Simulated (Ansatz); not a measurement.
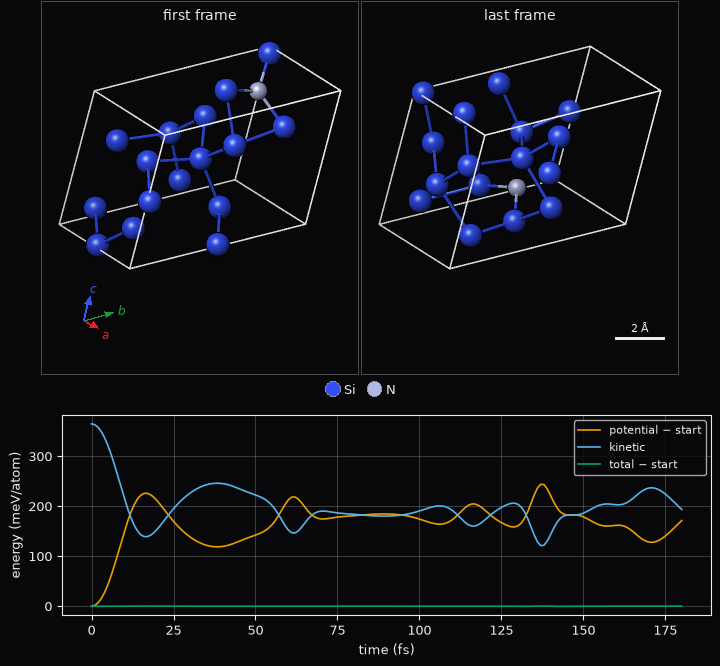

First-principles dynamics of Si with an interstitial N (17 atoms in the cell), 180 fs long. Style: ball-and-stick. Shown: the reduced simulation cell, slightly off an axis. Bonds to atoms that aren't drawn are left out. Lengths and directions refer to the drawn axes.

All numbers below come from DFT LDA, scalar-relativistic, plane waves, PAW (Ansatz 0.2.0). Run with plane-wave cutoff 420 eV; k-point mesh 2 × 2 × 2; Fermi-Dirac smearing 0.02 eV; spin collinear; constant energy (NVE); velocities drawn for 3000 K; time step 1 fs.

How well is the energy conserved, and can the run be trusted?

The total energy stays between −0.13 and 0.61 meV per atom of its start. A straight-line fit has a slope that amounts to −0.03 meV per atom over 180 fs (under 0.1 % of the mean kinetic energy), and the ripple about it is 0.3 % of the kinetic energy's fluctuation. With a drift under 2 % and a ripple under 7 %, the integration is accurate. Over the second half the temperature averages 1566 K (spread ±199 K). The first frame carries almost no forces, so kinetic energy first flows into potential energy: the temperature drops from 3000 to 1145 K within 17 fs, and without a thermostat its mean stays below the start. The potential energy in the second half lies on average 175 meV per atom above the first frame.

Limits of the set-up: the k-point mesh is coarse for a cell with partly filled bands; the periodic images lie only 7.7 Å apart, so the values are limited by the cell's size.

Cost: 19 min on 1 thread of Arm Neoverse V1, on a shared host, peak memory 0.61 GiB.
